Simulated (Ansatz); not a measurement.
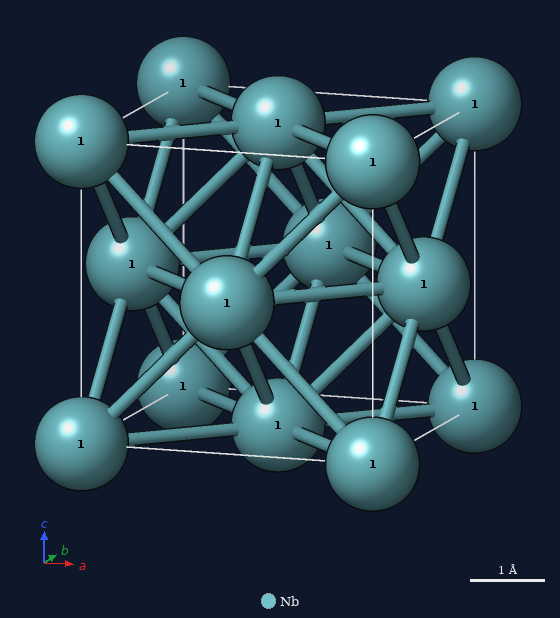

This is solid Nb (set up in Fm-3m). The picture is a ball-and-stick view of the conventional cell (4 times the calculation's cell), seen slightly off an axis. Lengths and directions refer to the drawn axes.

The calculation used DFT PBEsol, scalar-relativistic, plane waves, PAW in Ansatz. (plane-wave cutoff 420 eV; k-point mesh 18 × 18 × 18; occupations gaussian; smearing width 0.1 eV; no spin polarisation)

The variant: All lengths are scaled by +1.0 % (volume +3.0 %), the atoms keeping their fractional coordinates. No relaxation follows.

Input
```yaml
crystal:
  lattice:
    - [0.0, 2.1058524335, 2.1058524335]
    - [2.1058524335, 0.0, 2.1058524335]
    - [2.1058524335, 2.1058524335, 0.0]
  atoms:
    - { symbol: Nb, position: [0.0, 0.0, 0.0] }
basis:
  ecutwfc: 420
kpoints:
  mp_grid: { grid: [18, 18, 18] }
hamiltonian:
  xc: pbesol
scf:
  occupations: { method: gaussian, width: 0.1 }
output:
  forces: true
  stress: true
  eigenvalues: true
```

Launched with:
```bash
ansatz run input.yaml --threads 1 --pin off --max-ram 2560MiB --backend cpu --events-out ev --progress --plain --runs-dir out
```

Question: What does the calculation give for the changed structure?

Answer: It costs 8.6 meV per atom. Pressure: 0.0 GPa before, −4.9 GPa after. All forces vanish by symmetry. Some distances before and after: Nb–Nb 2.949 → 2.978 Å. The space group stays Fm-3m (No. 225).
